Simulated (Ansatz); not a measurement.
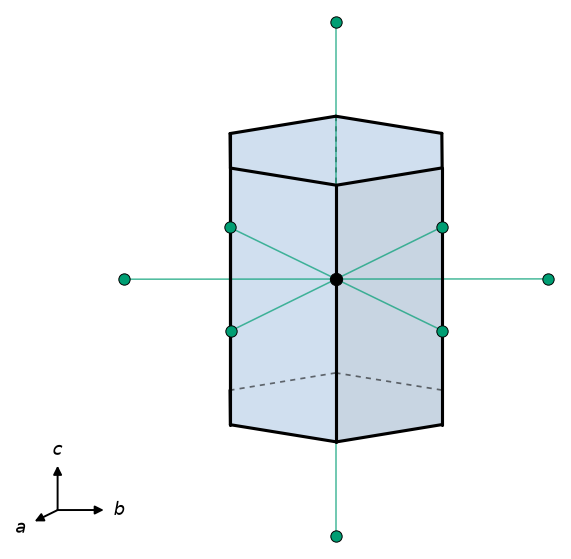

The Wigner–Seitz cell of the crystal's lattice, with lines to the lattice points that define its faces. Crystal: AlN, the end point of a relaxation with Ansatz 0.2.0, DFT PBE, scalar-relativistic, plane waves, PAW. The drawing is computed from the coordinates (standard cell, symmetry found to 0.002 Å).

a = 3.314 Å, b = 3.314 Å, c = 4.187 Å, α = 90.00°, β = 90.00°, γ = 120.00°; space group No. 194, P6_3/mmc.

### What is the cell's combinatorial type?

A hexagonal prism: 8 faces (6 with 4 edges, 2 with 6 edges), 18 edges, 12 vertices. Its volume is that of the primitive cell, 39.8 Å³.

### Which lattice vectors do the faces bisect?

```tsv
example	length (Å)	faces	edges of each	area (Å²)
a + b	3.31	6	4	8.0
c	4.19	2	6	9.5
```
